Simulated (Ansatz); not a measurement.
**Geometry relaxation of WS$_{2}$ (part 2 of 2)**

The same run, continued: WS$_{2}$ (slab, 6 atoms in the cell); DFT PBE+D3(BJ), scalar-relativistic, plane waves, PAW, no spin polarisation (Ansatz 0.2.0); cutoff 420 eV, 12×12×1 k-mesh, Gaussian smearing of 0.02 eV. The structure derives from an entry of the Crystallography Open Database.

Geometry of the input (Å; fractional positions):
```
3.1538  0.0000  0.0000
-1.5769  2.7313  0.0000
0.0000  0.0000  44.4429
S  0.3333  0.6667  0.3963
W  0.6667  0.3333  0.4317
S  0.3333  0.6667  0.4671
S  0.6667  0.3333  0.5329
W  0.3333  0.6667  0.5683
S  0.6667  0.3333  0.6037
```

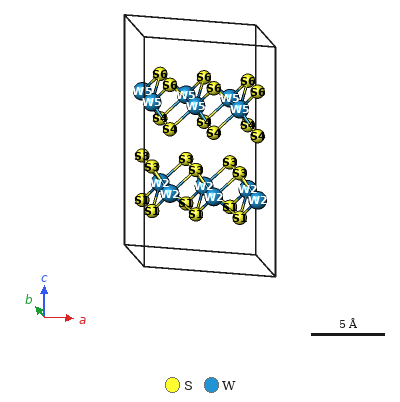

**Figure 1.** The geometry at step 2 of the log (ball-and-stick view of the 3 × 2 repeat of the cell, with the vacuum cut short, seen slightly off an axis; atoms are numbered from 1 in the order of the input).

Log, continued:
```
SCF iter   1: F=—  HF=-24385.003923 eV  |F-HF|=—  |Δ(HF+E_count)|=         —  Δρ=2.65e-5  dr2=2.17e-6  ethr=4.14e-9  ⟨swp⟩=4.8  Hψ=4541  notcnv=0
preconditioner: auto → Resta (q_TF=auto, 1.955 Å⁻¹)  ε∞=2.8  [insulator: Δε(μ)=1.354 eV  Ē_g=8.428 eV  σ=0.020 eV  W_gap=1.00  n_scr=26 (ndim 8)  ℏωp=11.4 eV  f_vac=0.710  D(μ)=0.00/eV (n_scr^D=0)  ε∞_Penn≈2.8  vacuum switching on, ρ_ref=5.2e-3 e/Å³]
SCF iter   2: F=—  HF=-24385.004010 eV  |F-HF|=—  |Δ(HF+E_count)|=   8.66e-5  Δρ=1.23e-5  dr2=1.41e-6  ethr=4.14e-9  ⟨swp⟩=2.1  Hψ=786  notcnv=0
SCF iter   3: F=—  HF=-24385.004010 eV  |F-HF|=—  |Δ(HF+E_count)|=   7.86e-8  Δρ=9.51e-6  dr2=6.10e-7  ethr=2.72e-9  ⟨swp⟩=2.6  Hψ=804  notcnv=0
SCF iter   4: F=—  HF=-24385.004010 eV  |F-HF|=—  |Δ(HF+E_count)|=   3.08e-8  Δρ=2.40e-6  dr2=3.28e-8  ethr=1.17e-9  ⟨swp⟩=3.6  Hψ=1119  notcnv=0
SCF iter   5: F=—  HF=-24385.004010 eV  |F-HF|=—  |Δ(HF+E_count)|=   2.03e-9  Δρ=1.21e-6  dr2=4.04e-9  ethr=6.31e-11  ⟨swp⟩=3.5  Hψ=1290  notcnv=0
SCF iter   6: F=—  HF=-24385.004010 eV  |F-HF|=—  |Δ(HF+E_count)|=   2.82e-9  Δρ=8.71e-7  dr2=4.37e-9  ethr=5.01e-12  ⟨swp⟩=14.8  Hψ=6001  notcnv=0
SCF iter   7: F=-24385.004010 eV  HF=-24385.004010 eV  |F-HF|=9.50e-10  |Δ(HF+E_count)|=   1.18e-9  Δρ=4.35e-7  dr2=1.06e-9  ethr=5.01e-12  ⟨swp⟩=9.1  Hψ=4676  notcnv=0
SCF 4 converged in 7 iterations: F = -24385.004010 eV  dr2 = 1.06e-9
relax step   4: F+E_penalty+E_count = -24385.00400973 eV  Δ(F+E_penalty+E_count) = -4.440e-6 eV  max|allowed force component| = 2.080e-3 eV/Å  Δτ_max = 0.0006 Å  P = -0.004 N/m  Ω = 383.588 Å³  energy of the carried Pulay correction = -3.811e-5 eV  fix = [c, alpha, beta]  reactions: c -0.000 N/m  (7 SCF iters, dr2 threshold 2.61e-9 eV, accepted)
Initial wavefunctions: pseudopotential atomic-orbital guess (no wavefunctions were taken with the density)
iter 1 solved again at ethr=1.13e-7 eV; its pass at ethr=3.10e-3 eV (dr2=5.90e-5 eV) is discarded
SCF iter   1: F=—  HF=-24385.004031 eV  |F-HF|=—  |Δ(HF+E_count)|=         —  Δρ=1.05e-5  dr2=1.30e-8  ethr=1.13e-7  ⟨swp⟩=7.1  Hψ=7986  notcnv=0
eigensolver tolerance schedule: the retry pair's looser diagonalisation over-reported the residual by 4553.24 of it (diagonalisation noise at 0.20 of the residual, at the tolerance the schedule requests for it); recorded, not acted on — ethr = c·dr2/N_el stays at c = 1.0e-1
SCF iter   2: F=—  HF=-24385.003987 eV  |F-HF|=—  |Δ(HF+E_count)|=   4.47e-5  Δρ=5.26e-6  dr2=5.67e-9  ethr=2.49e-11  ⟨swp⟩=6.6  Hψ=2633  notcnv=0
SCF iter   3: F=—  HF=-24385.004028 eV  |F-HF|=—  |Δ(HF+E_count)|=   4.12e-5  Δρ=2.24e-6  dr2=2.44e-9  ethr=1.09e-11  ⟨swp⟩=3.7  Hψ=1144  notcnv=0
SCF iter   4: F=—  HF=-24385.004045 eV  |F-HF|=—  |Δ(HF+E_count)|=   1.72e-5  Δρ=3.62e-7  dr2=8.84e-10  ethr=4.69e-12  ⟨swp⟩=4.5  Hψ=1518  notcnv=0
SCF iter   5: F=—  HF=-24385.004046 eV  |F-HF|=—  |Δ(HF+E_count)|=   8.68e-7  Δρ=1.31e-7  dr2=1.13e-10  ethr=1.70e-12  ⟨swp⟩=3.2  Hψ=1001  notcnv=0
SCF iter   6: F=—  HF=-24385.004046 eV  |F-HF|=—  |Δ(HF+E_count)|=   1.36e-7  Δρ=6.75e-8  dr2=2.76e-11  ethr=1.00e-12  ⟨swp⟩=1.8  Hψ=736  notcnv=0
SCF iter   7: F=—  HF=-24385.004046 eV  |F-HF|=—  |Δ(HF+E_count)|=   8.85e-8  Δρ=1.47e-8  dr2=3.64e-12  ethr=1.00e-12  ⟨swp⟩=1.9  Hψ=759  notcnv=0
SCF iter   8: F=—  HF=-24385.004046 eV  |F-HF|=—  |Δ(HF+E_count)|=   1.99e-9  Δρ=1.74e-8  dr2=2.77e-12  ethr=1.00e-12  ⟨swp⟩=12.0  Hψ=4470  notcnv=0
SCF iter   9: F=-24385.004046 eV  HF=-24385.004046 eV  |F-HF|=4.73e-11  |Δ(HF+E_count)|=  1.42e-10  Δρ=8.52e-9  dr2=9.85e-13  ethr=1.00e-12  ⟨swp⟩=8.1  Hψ=3335  notcnv=0
SCF 5 converged in 9 iterations: F = -24385.004046 eV  dr2 = 9.85e-13
relax step   5: F+E_penalty+E_count = -24385.00404623 eV  Δ(F+E_penalty+E_count) = -3.650e-5 eV  max|allowed force component| = 2.071e-3 eV/Å  Δτ_max = 0.0000 Å  P = -0.004 N/m  Ω = 383.588 Å³  fix = [c, alpha, beta]  reactions: c -0.000 N/m  stress off target by 4.38e-3 N/m on what of the cell is left free  SCF on the basis re-selected at this cell (its energy is not comparable with the rows above)  (9 SCF iters)
basis re-selected at this cell: Δ(F+E_penalty+E_count) = -3.650e-5 eV, ΔP = +0.000 N/m vs the last step (what re-selecting the basis moved, of the pressure what is left beyond the Pulay correction that the steps carried, after the strain that the cell walked since its last selection, with what the two solves' SCF thresholds leave and, on support functions, any second-order correction that the steps lacked; it is no measure of the basis error at this ecutwfc). This SCF's stress stands 4.38e-3 N/m from its target on what of the cell is left free (relax.cell.stress_2d_tol is 2.00e-2 N/m) and its largest allowed force component is 2.07e-3 eV/Å (relax.f_tol is 5.00e-3 eV/Å): within both
WARN: The output density's exchange-correlation potential varies sharply where the density is thin. Do not read a vacuum level from v_tot or v_xc, or from such a field of the output density. On a cell that repeats whose density bears no net charge and no dipole along the vacuum's axis use v_es (v_loc + v_h of the components); under efield.dipole_correction with no amplitude use v_es + v_field, which holds any external_charges[].barrier, or the levels of the report's work_function block, which leave it out; under a non-zero efield.amplitude the vacuum is tilted and has no level; on a cell that repeats and bears such a dipole with no correction it is tilted too, and efield.dipole_correction with no amplitude gives each side of its ramp a level where efield: is served; in a cell that repeats whose density bears a net charge (total_charge, or a fill off its count) it is curved and has none; of a slab under crystal.periodic whose density bears no net charge use v_es, which has a level on each side, short of where the two are joined; of another it falls or rises all the way out and has none; of a slab beside external_charges read slab_vacuum_level instead, which it has where they leave it neutral. The grid or the basis barely resolves most such structure, and the values can differ between equally converged runs; as a rule a tighter scf.convergence.dr2_threshold does not remove it. Where the density itself ripples (under the LDA too) a higher basis.ecutwfc lessens it. The files hold the spikes' plane waves up to the density's cutoff. Files: v_tot_of_output_density and the like, and their columns of v_z.tsv (output.write_potential); v_xc_of_output_density and the like, and their columns of v_comp_z.tsv (output.write_potential_components). Measured: with its Gaussian average of σ = 0.25 Å subtracted twice, the exchange-correlation potential is over 0.1 eV at 2 of the grid points where the equally averaged density (valence and model cores) is under 1e-3 e/Å³, and 0.114 eV at the most among them, at an averaged density of 7.7e-10 e/Å³. See output.write_potential in the manual, Limitations
SCF converged after 9 iterations
Free energy (F): -24385.004046 eV
Harris-Foulkes:  -24385.004046 eV  (|F-HF|=4.73e-11)
Internal energy: -24385.004046 eV  (E = F + TS)
E sigma→0 (E₀):  -24385.004046 eV
Fermi energy:    -4.590855 eV
--- Per-component energies (eV) ---
  E_band       = -1244.920883
  E_kinetic    = 1333.565959
  E_local      = -211491.327474  (includes V_loc(G=0)·N_el)
  E_nonlocal   = 114.698757
  E_hartree    = 104949.486431
  E_xc         = -924.721227
  E_vxc        = -830.608626  (∫ρ·V_xc dr)
  E_paw        = -19526.293426  (= ΣΔE_a)
  E_vpaw       = -270.222379  (= ΣTr[D̂ρ^β])
  E_aug_tail   = -0.000124  (compensation charges beyond the density's cutoff)
  E_ewald      = 101161.803398
  E_disp       = -2.216339  (pairwise vdW)
  E_smearing   = -0.000000  (= −TS)
  E_closure    = 0.000000  (closes the sum)
  Σ components = -24385.004046   (vs F -24385.004046, Δ=0.00e0)
--- Forces (eV/Å), atoms counted from 1 ---
  atom   1  S     -0.00000000    -0.00000000    -0.00207058
  atom   2  W      0.00000000     0.00000000     0.00076743
  atom   3  S     -0.00000000     0.00000000     0.00119768
  atom   4  S      0.00000000     0.00000000    -0.00119768
  atom   5  W     -0.00000000    -0.00000000    -0.00076743
  atom   6  S      0.00000000     0.00000000     0.00207058
  max |Σ_I F_I| component: 9.25e-18 eV/Å
--- 2D stress c σ (N/m, compression-positive) ---
       -0.004380      -0.000000      -0.000000
       -0.000000      -0.004380       0.000000
       -0.000000       0.000000      -0.000000
  P = ½ c Tr σ = -0.0044 N/m
--- Band table (eV; the first three rows and the last of 19) ---
  k-point 0: bands = ["-79.6106", "-79.6106", "-43.9082", "-43.9082", "-43.7283", "-43.7283", "-43.7283", "-43.7283", "-20.6240", "-20.4810", "-19.0384", "-18.7856", "-12.4628", "-11.8642", "-8.5154", "-8.5154", "-8.5063", "-8.5063", "-8.4556", "-7.3024", "-7.2779", "-7.2779", "-7.2450", "-7.2450", "-6.0161", "-5.2675", "-2.7694", "-2.7694", "-2.7515", "-2.7515", "-2.6659", "-2.6659"]
  k-point 1: bands = ["-79.6093", "-79.6093", "-43.9037", "-43.9037", "-43.7533", "-43.7533", "-43.7341", "-43.7341", "-20.5064", "-20.3632", "-18.9900", "-18.7449", "-12.3235", "-11.7248", "-8.8240", "-8.8087", "-8.6839", "-8.4019", "-8.3889", "-7.9226", "-7.4649", "-7.4291", "-7.2030", "-6.8953", "-6.0346", "-5.4348", "-2.8998", "-2.8674", "-2.8549", "-2.7980", "-2.7941", "-2.6701"]
  k-point 2: bands = ["-79.6059", "-79.6059", "-43.8914", "-43.8914", "-43.8208", "-43.8208", "-43.7499", "-43.7499", "-20.1706", "-20.0282", "-18.8519", "-18.6296", "-11.9463", "-11.3548", "-9.5435", "-9.5042", "-9.1807", "-8.6603", "-8.0930", "-8.0656", "-7.8960", "-7.8579", "-7.2873", "-6.8879", "-6.1924", "-5.9503", "-3.4203", "-3.1255", "-3.0247", "-2.8830", "-2.8704", "-2.6400"]
  k-point 18: bands = ["-79.5893", "-79.5893", "-43.9984", "-43.9984", "-43.9632", "-43.9632", "-43.8321", "-43.8321", "-18.0215", "-18.0215", "-17.9442", "-17.9442", "-11.5902", "-11.4898", "-11.1381", "-11.1381", "-10.3095", "-10.1654", "-9.6775", "-9.6775", "-8.9923", "-8.9923", "-8.0861", "-8.0861", "-5.7605", "-5.6405", "-3.7617", "-3.7617", "-2.7670", "-2.0925", "-1.6636", "-1.6636"]
--- Relaxed structure (4 steps of the walk, 3 accepted, 1 SCFs on fresh bases) ---
  F+E_penalty+E_count = -24385.00404623 eV   max|allowed force component| = 2.071e-3 eV/Å   (the final SCF, on the basis selected at the relaxed cell)
  cell:  # Å, volume = 383.5882 Å³
    - [3.156937163896557, 2.8896236658801437e-11, -1.6531887612285717e-83]
    - [-1.5784685819733033, 2.7339877820711678, 3.931153237754349e-83]
    - [-2.329659573695333e-82, 5.0517201661698253e-82, 44.4429311974]
  atoms:
    - { symbol: S, position: [0.33333333333333326, 0.6666666666666667, 0.3960923609702031] }
    - { symbol: W, position: [0.6666666666666665, 0.33333333333333337, 0.4315609068498066] }
    - { symbol: S, position: [0.33333333333333326, 0.6666666666666667, 0.46698865086302177] }
    - { symbol: S, position: [0.6666666666666665, 0.33333333333333337, 0.5330113491369781] }
    - { symbol: W, position: [0.33333333333333326, 0.6666666666666667, 0.5684390931501934] }
    - { symbol: S, position: [0.6666666666666665, 0.33333333333333337, 0.6039076390297968] }
```

Trajectory as extended XYZ (Å, eV, eV/Å), 5 frames, from step=1 to step=5:
```
6
Lattice="3.1538 0.0000 0.0000 -1.5769 2.7313 0.0000 0.0000 0.0000 44.4429" Properties=species:S:1:pos:R:3:forces:R:3 step=1 energy=-24385.00367
S     0.0000    1.8208   17.6107    0.0000   0.0000  -0.0497
W     1.5769    0.9104   19.1856    0.0000   0.0000   0.0293
S     0.0000    1.8208   20.7606    0.0000   0.0000   0.0131
S     1.5769    0.9104   23.6824    0.0000   0.0000  -0.0131
W     0.0000    1.8208   25.2573    0.0000   0.0000  -0.0293
S     1.5769    0.9104   26.8322    0.0000   0.0000   0.0497
6
Lattice="3.1589 0.0000 0.0000 -1.5795 2.7357 0.0000 0.0000 0.0000 44.4429" Properties=species:S:1:pos:R:3:forces:R:3 step=2 energy=-24385.00352 accepted=F
S     0.0000    1.8238   17.5863    0.0000   0.0000   0.0012
W     1.5795    0.9119   19.1622    0.0000   0.0000  -0.0064
S     0.0000    1.8238   20.7355    0.0000   0.0000   0.0251
S     1.5795    0.9119   23.7074    0.0000   0.0000  -0.0251
W     0.0000    1.8238   25.2808    0.0000   0.0000   0.0064
S     1.5795    0.9119   26.8566    0.0000   0.0000  -0.0012
6
Lattice="3.1570 0.0000 0.0000 -1.5785 2.7341 0.0000 0.0000 0.0000 44.4429" Properties=species:S:1:pos:R:3:forces:R:3 step=3 energy=-24385.00400
S     0.0000    1.8227   17.6033    0.0000   0.0000  -0.0065
W     1.5785    0.9114   19.1794    0.0000   0.0000   0.0024
S     0.0000    1.8227   20.7537    0.0000   0.0000   0.0046
S     1.5785    0.9114   23.6892    0.0000   0.0000  -0.0046
W     0.0000    1.8227   25.2635    0.0000   0.0000  -0.0024
S     1.5785    0.9114   26.8396    0.0000   0.0000   0.0065
6
Lattice="3.1569 0.0000 0.0000 -1.5785 2.7340 0.0000 0.0000 0.0000 44.4429" Properties=species:S:1:pos:R:3:forces:R:3 step=4 energy=-24385.00401
S     0.0000    1.8227   17.6035    0.0000   0.0000  -0.0021
W     1.5785    0.9113   19.1798    0.0000   0.0000   0.0008
S     0.0000    1.8227   20.7543    0.0000   0.0000   0.0012
S     1.5785    0.9113   23.6886    0.0000   0.0000  -0.0012
W     0.0000    1.8227   25.2631    0.0000   0.0000  -0.0008
S     1.5785    0.9113   26.8394    0.0000   0.0000   0.0021
6
Lattice="3.1569 0.0000 0.0000 -1.5785 2.7340 0.0000 0.0000 0.0000 44.4429" Properties=species:S:1:pos:R:3:forces:R:3 step=5 energy=-24385.00405
S     0.0000    1.8227   17.6035    0.0000   0.0000  -0.0021
W     1.5785    0.9113   19.1798    0.0000   0.0000   0.0008
S     0.0000    1.8227   20.7543    0.0000   0.0000   0.0012
S     1.5785    0.9113   23.6886    0.0000   0.0000  -0.0012
W     0.0000    1.8227   25.2631    0.0000   0.0000  -0.0008
S     1.5785    0.9113   26.8394    0.0000   0.0000   0.0021
```

Summary:

```json
{"quantity": "outcome", "value": "converged"}
{"quantity": "electrons treated", "value": "52"}
{"quantity": "free energy", "value": "−24385.0040 eV"}
{"quantity": "work function, top face", "value": "4.59 eV"}
{"quantity": "work function, bottom face", "value": "4.59 eV"}
{"quantity": "Fermi energy", "value": "−4.591 eV"}
{"quantity": "gap on the k-point mesh", "value": "1.35 eV"}
{"quantity": "final volume", "value": "383.59 Å³"}
{"quantity": "work function (upper face)", "value": "4.59 eV"}
{"quantity": "largest force (length of the vector) at the end", "value": "0.002 eV/Å"}
{"quantity": "hardware", "value": "1 thread of Arm Neoverse V1, 24 GiB of memory available, shared host"}
{"quantity": "wall time", "value": "1.9 min"}
{"quantity": "peak memory", "value": "0.63 GiB"}
```

Notes:

Warnings of the run: the exchange-correlation potential is rough where the density is thin. Spin–orbit coupling is left out, which matters for W.
